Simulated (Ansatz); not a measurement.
# Be2S5: what the fields show

Input

```
crystal:
  lattice:
    - [1.7273766328, 0.997301364, 13.0901030515]
    - [-1.7273766328, 0.997301364, 13.0901030515]
    - [0.0, -1.9946027279, 13.0901030515]
  atoms:
    - { symbol: Be, position: [0.1868144184, 0.1868144184, 0.1868144184] }
    - { symbol: Be, position: [0.8131855816, 0.8131855816, 0.8131855816] }
    - { symbol: S, position: [0.63173685, 0.63173685, 0.63173685] }
    - { symbol: S, position: [0.1309090676, 0.1309090676, 0.1309090676] }
    - { symbol: S, position: [0.36826315, 0.36826315, 0.36826315] }
    - { symbol: S, position: [0.8690909324, 0.8690909324, 0.8690909324] }
    - { symbol: S, position: [0.0, 0.0, 0.0] }
basis:
  ecutwfc: 420
kpoints:
  mp_grid: { grid: [12, 12, 12] }
hamiltonian:
  xc: pbe
scf:
  occupations: { method: gaussian, width: 0.02 }
output:
  forces: true
  stress: true
  eigenvalues: true
  write_density: true
  write_potential: true
  elf: true
  volumetric_format: npy
relax:
  adjacent_minimum: "off"
  f_tol: 0.01
  max_steps: 80
  cell: { stress_tol: 0.05 }
```

Command:

```sh
ansatz run input.yaml --threads 1 --pin off --max-ram 2560MiB --backend cpu --events-out ev --progress --plain --runs-dir out
```

Below, planes, directions and counts refer to the conventional cell (a = 3.45 Å, b = 3.45 Å, c = 41.71 Å, α = 90.00°, β = 90.00°, γ = 120.00°).

The fields are those of the run's last geometry, not of the input's.

Space group R-3m; a generated structure, not necessarily the stable one.

Method: DFT PBE, scalar-relativistic, plane waves, PAW in Ansatz.

In a PAW calculation such maps are meaningful between the atoms, not at the nuclei.

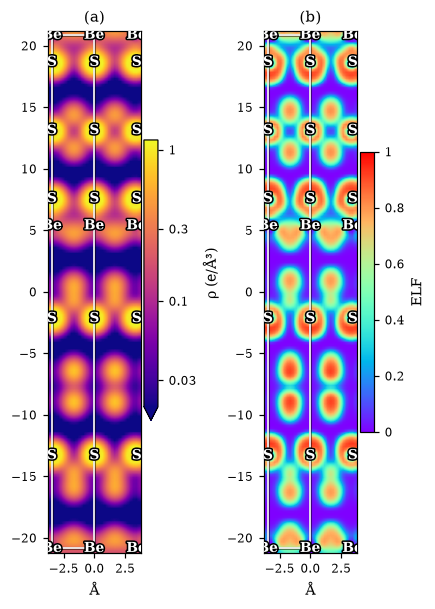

Figure 1. (a) valence pseudo-density; (b) ELF on the (100) plane of the conventional cell.

What do the fields say about this system?

- Atoms in the plane: Be and S.
- Be–S (2.20 Å): ρ at the midpoint is about 0.54 e/Å³; the ELF peaks at about 0.85 in the valence shell of S, 1.0 Å from its nucleus, and is about 0.80 at the midpoint.
- Between the atoms the lowest density in this plane is 0.003 e/Å³.
- The ELF also peaks beside S, away from the bonds: lone-pair regions.

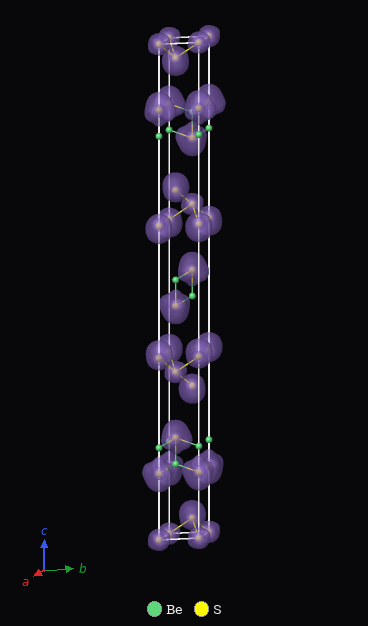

Figure 2. Isosurface of the ELF at 0.7 (purple), seen slightly off an axis. Core shells and regions of very low density are left out. Sticks mark near contacts.

Identify the bonds, lone pairs and shells in this picture.

The ELF exceeds this value in 15 regions wrapped around S (the valence shell of each), counted in one cell of 21 atoms. Any copies at cell faces, edges or corners count once. Along the contacts the grid gives the following. Be–S (2.08 Å): the ELF peaks at about 0.90 in the valence shell of S, 1.0 Å from its nucleus, and is about 0.90 at the midpoint. S–S (2.42 Å): the ELF peaks at about 0.85 in the valence shell of S, 0.7 Å from its nucleus, and drops to about 0.65 between the two atoms.

Does the calculation give a band gap?

It is gapped, with a Kohn–Sham gap of 0.70 eV on the k-point mesh, an upper bound to the gap of this method.
